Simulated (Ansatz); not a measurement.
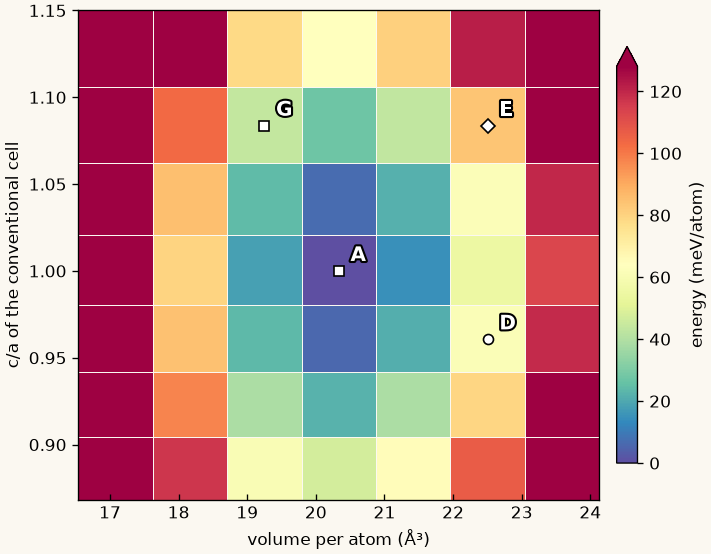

Si₇Ge (P-43m, No. 215; 8 atoms in the cell). 
- The energy is mapped over volume and the cell's shape.
- The first coordinate is: volume per atom; the second: c/a of the conventional cell.
- Nothing is relaxed (fractional coordinates fixed).
- Grid: 7 × 7 points.
- Points are written as (first, second).
- Energies are in meV/atom, from the lowest grid point.
- The band gap closes in part of the range.
- The calculation used Ansatz, DFT PBEsol, scalar-relativistic, plane waves, PAW. Settings: cutoff 420 eV, k-mesh 8×8×8, gaussian smearing 0.03 eV, no spin polarisation.

Drawn: one coloured cell a grid point, one colour for all values above the top of the scale, lettered points.

**What kind of point is each of A, D, E, G: minimum, saddle, maximum or slope?**

A: minimum; D: on a slope; E: on a slope; G: on a slope. (In these two coordinates alone; a stationary point may lie a little off the grid point.)

**Which space group has the cell at each letter?**

A: P-43m; D: P-42m; E: P-42m; G: P-42m.

**Rank the lettered points by energy, lowest first.**

A (0 meV/atom), G (44 meV/atom), D (61 meV/atom), E (84 meV/atom).

PAW datasets: the set soft_1.
